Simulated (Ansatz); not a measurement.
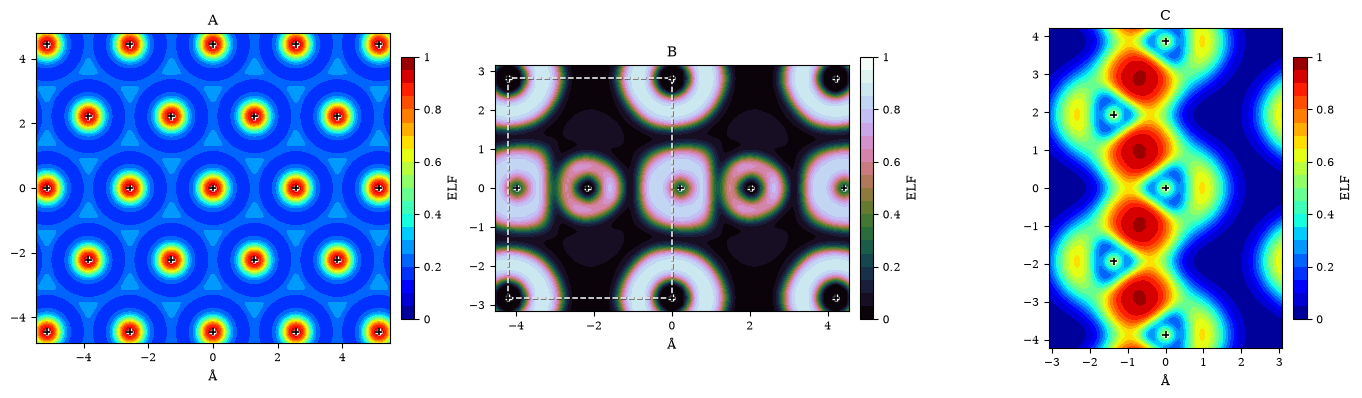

The ELF of 3 systems, each on a plane through atoms (crosses mark nuclei in the plane).

Theory: DFT PBE, scalar-relativistic, plane waves, PAW (Ansatz).

System 1: Si, the (011) plane of the conventional cell. Space group Fd-3m.

```
Si
1.0
     5.46976    0.00000    0.00000
     0.00000    5.46976    0.00000
     0.00000    0.00000    5.46976
Si
8
Direct
  0.00000 0.00000 0.00000
  0.50000 0.50000 0.00000
  0.50000 0.00000 0.50000
  0.00000 0.50000 0.50000
  0.25000 0.25000 0.25000
  0.75000 0.75000 0.25000
  0.75000 0.25000 0.75000
  0.25000 0.75000 0.75000
```

System 2: BaTiO$_{3}$, the (11̄0) plane of the conventional cell. Space group P4mm; computed without spin polarisation.

```yaml
crystal:
  lattice:
    - [3.98526, 0.00000, 0.00000]
    - [0.00000, 3.98526, 0.00000]
    - [0.00000, 0.00000, 4.20222]
  atoms:
    - { symbol: Ba, position: [0.00000, 0.00000, 0.98930] }
    - { symbol: Ti, position: [0.50000, 0.50000, 0.47205] }
    - { symbol: O, position: [0.50000, 0.50000, 0.04088] }
    - { symbol: O, position: [0.50000, 0.00000, 0.52038] }
    - { symbol: O, position: [0.00000, 0.50000, 0.52038] }
```

System 3: Cu, the (111) plane of the conventional cell. Space group Fm-3m; computed without spin polarisation.

```
CELL_PARAMETERS angstrom
3.62975 0.00000 0.00000
0.00000 3.62975 0.00000
0.00000 0.00000 3.62975
ATOMIC_POSITIONS crystal
Cu 0.00000 0.00000 0.00000
Cu 0.50000 0.50000 0.00000
Cu 0.50000 0.00000 0.50000
Cu 0.00000 0.50000 0.50000
```

### Match each panel to its system.

Panel A is system 3, Cu: the plane holds Cu. Cu–Cu (2.57 Å): the ELF is about 0.20 at the midpoint: no localised pair shows between them. Panel B is system 2, BaTiO$_{3}$: the plane holds Ba, Ti and O. Ti–O (1.81 Å): the ELF peaks at about 0.80 in the valence shell of O, 0.5 Å from its nucleus, and is about 0.30 at the midpoint (no shared electron pair shows on this line). Panel C is system 1, Si: the plane holds Si. Si–Si (2.37 Å): the ELF peaks at about 0.95 between the atoms, as expected for a covalent bond.
